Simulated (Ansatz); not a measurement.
# SrTi$_{2}$O$_{4}$: what the fields show

```
CELL_PARAMETERS angstrom
3.17918 0.00000 0.00000
0.00000 9.91093 0.00000
0.00000 0.00000 10.27477
ATOMIC_POSITIONS crystal
Sr 0.00000 0.61893 0.25000
Sr 0.50000 0.11893 0.25000
Sr 0.00000 0.38107 0.75000
Sr 0.50000 0.88107 0.75000
Ti 0.00000 0.12423 0.93764
Ti 0.50000 0.62423 0.93764
Ti 0.00000 0.12423 0.56236
Ti 0.50000 0.62423 0.56236
Ti 0.00000 0.87577 0.43764
Ti 0.50000 0.37577 0.43764
Ti 0.00000 0.87577 0.06236
Ti 0.50000 0.37577 0.06236
O 0.00000 0.07496 0.75000
O 0.50000 0.57496 0.75000
O 0.00000 0.76309 0.89980
O 0.50000 0.26309 0.89980
O 0.00000 0.76309 0.60020
O 0.50000 0.26309 0.60020
O 0.00000 0.92504 0.25000
O 0.50000 0.42504 0.25000
O 0.00000 0.23691 0.39980
O 0.50000 0.73691 0.39980
O 0.00000 0.23691 0.10020
O 0.50000 0.73691 0.10020
O 0.00000 0.50000 0.00000
O 0.50000 0.00000 0.00000
O 0.00000 0.50000 0.50000
O 0.50000 0.00000 0.50000
```

Space group Cmcm; a generated structure, not necessarily the stable one; computed pressure about −4 GPa in this cell; computed without spin polarisation.

These are results of Ansatz, DFT r2SCAN, scalar-relativistic, plane waves, PAW, not measurements.

In a PAW calculation such maps are meaningful between the atoms, not at the nuclei.

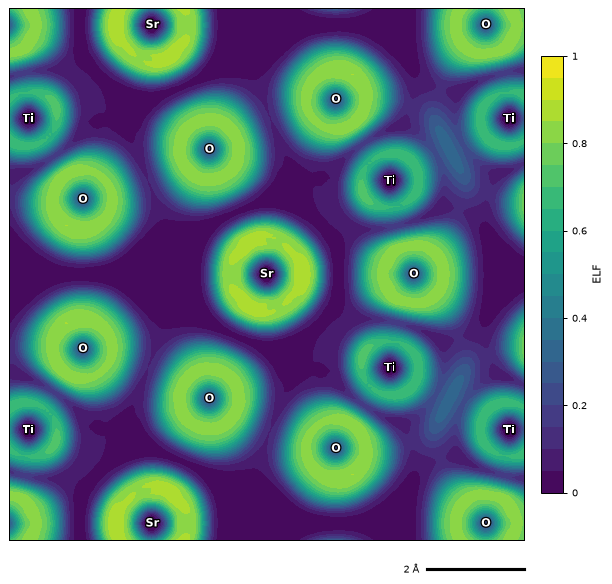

Figure 1. ELF on the (100) plane of the conventional cell.

> What do the fields say about this system?

Atoms in the plane: Sr, Ti and O.
Ti–O (1.99 Å): the ELF peaks at about 0.85 in the valence shell of O, 0.6 Å from its nucleus, and is about 0.20 at the midpoint: no localised pair shows between them.
Ti–Ti (2.78 Å): the ELF is about 0.35 at the midpoint.
Sr–O (2.83 Å): the ELF is about 0.05 at the midpoint: no localised pair shows between them.
The features right at Sr and Ti lie inside the PAW spheres, where the map follows smoothed inner orbitals and isn't to be read closely.

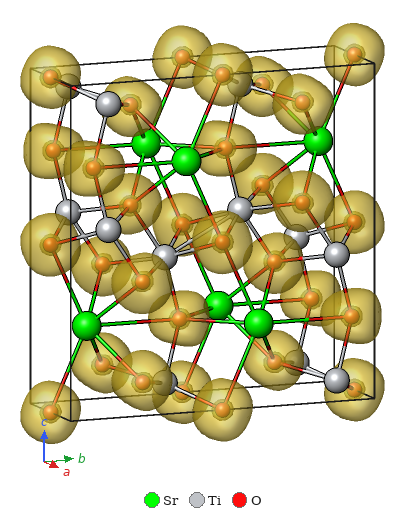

Figure 2. Isosurface of the electron localisation function at 0.65 (yellow), seen slightly off an axis. Only the valence region is drawn (cores and ρ < 0.01 e/Å³ removed). Sticks mark near contacts.

> Where are the electrons localised?

At this value the surface marks out 16 regions wrapped around O (the valence shell of each), counted in one cell of 28 atoms. Any copies at cell faces, edges or corners count once. Profiles from the grid: Sr–O (2.49 Å): the ELF peaks at about 0.80 in the valence shell of O, 0.7 Å from its nucleus, and drops to about 0.05 between the two atoms: no shared electron pair shows on this line.

> Does the calculation make it a metal, or give it a gap?

It is gapless in this calculation (a metal or semimetal); semilocal functionals without U, or without the true magnetic order, often close the gap of such compounds.
